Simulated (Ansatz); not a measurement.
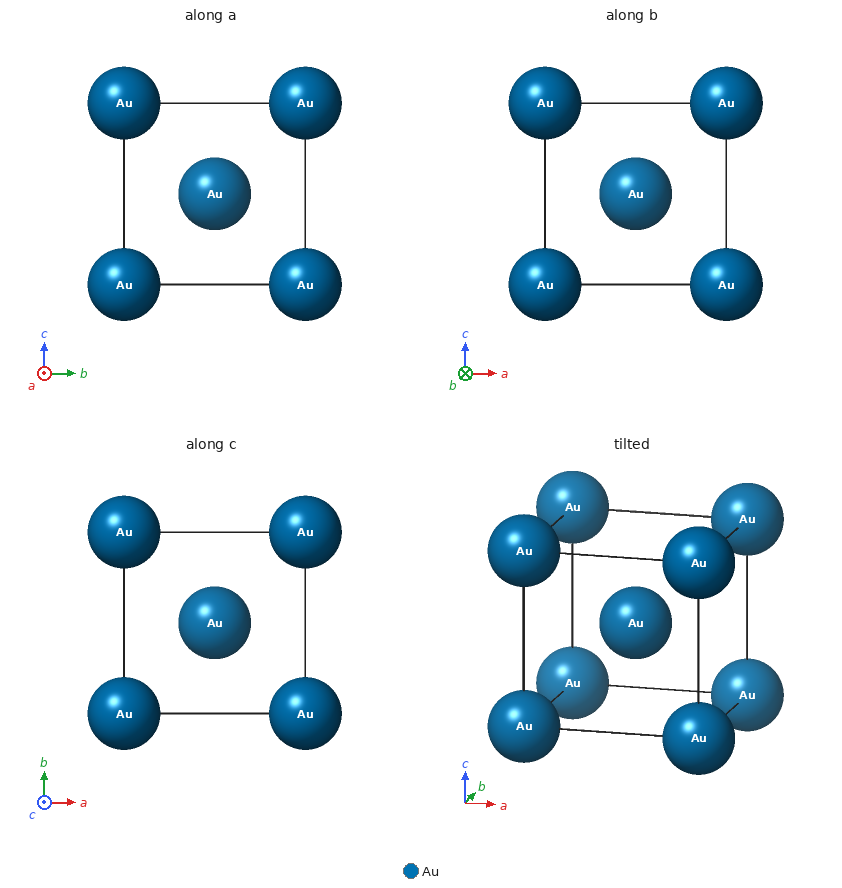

We look at a spheres-only model of the crystal along the a axis, along the b axis, along the c axis and slightly off an axis. Thin lines show the conventional unit cell, with boundary atoms drawn in all their periodic places.

Lattice parameters: a = 3.2132 Å, b = 3.2132 Å, c = 3.2132 Å, α = 90.000°, β = 90.000°, γ = 90.000°.

Q: Set out the cell and atoms as a CIF with its space group and independent sites.

A:
```cif
data_structure
_symmetry_space_group_name_H-M 'I m -3 m'
_symmetry_Int_Tables_number 229
_cell_length_a 3.2132
_cell_length_b 3.2132
_cell_length_c 3.2132
_cell_angle_alpha 90.000
_cell_angle_beta 90.000
_cell_angle_gamma 90.000
_cell_volume 33.18
loop_
_atom_site_label
_atom_site_type_symbol
_atom_site_symmetry_multiplicity
_atom_site_Wyckoff_symbol
_atom_site_fract_x
_atom_site_fract_y
_atom_site_fract_z
_atom_site_occupancy
Au1 Au 2 a 0.0000 0.0000 0.0000 1
```

The structure was taken from a structure type filled with this element by a generator (whether the element takes this form wasn't checked). Relaxation method: Ansatz 0.2.0, DFT, LDA (PW92), plane waves (420 eV) with PAW, scalar-relativistic.
